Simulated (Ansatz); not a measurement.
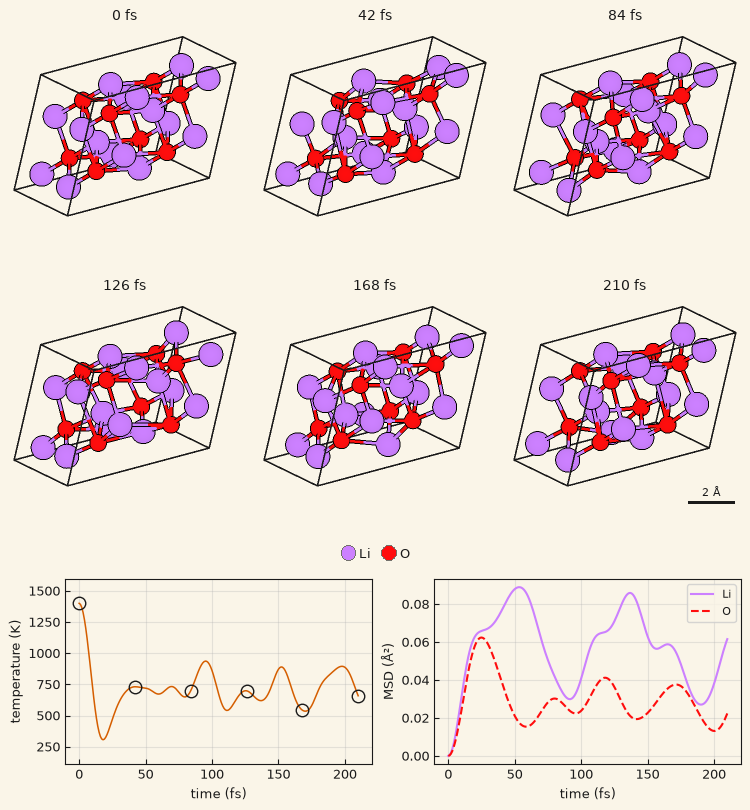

First-principles dynamics of a 24-atom cell of Li2O (set up in Fm-3m), 210 fs long. Frames and the history of the run. Style: ball-and-stick. Shown: the reduced simulation cell, slightly off an axis. Bonds to atoms that aren't drawn are left out. Lengths and directions refer to the drawn axes.

All numbers below come from DFT PBE, scalar-relativistic, plane waves, PAW (Ansatz). Settings: plane-wave cutoff 420 eV; k-point mesh 2 × 2 × 2; Fermi-Dirac smearing 0.05 eV; low-accuracy preset; constant energy (NVE); velocities drawn for 1400 K; time step 1 fs.

What do the frames and curves show?

The mean temperature in the second half is 707 K (standard deviation 114 K). The first frame carries almost no forces, so kinetic energy first flows into potential energy: the temperature drops from 1400 to 306 K within 18 fs, and without a thermostat its mean stays below the start. The potential energy in the second half lies on average 85.9 meV per atom above the first frame. Root-mean-square distances from the starting positions over the second half, with the common drift of all atoms taken out: Li 0.24 Å, O 0.17 Å. That is small against the typical shortest distance between atoms in the first frame, about 2.0 Å: the atoms vibrate about their sites and the arrangement holds.

Limits of the set-up: the program's low-accuracy preset was used.

Cost: 11 min on 1 thread of Arm Neoverse V2, on a shared host, peak memory 0.57 GiB.
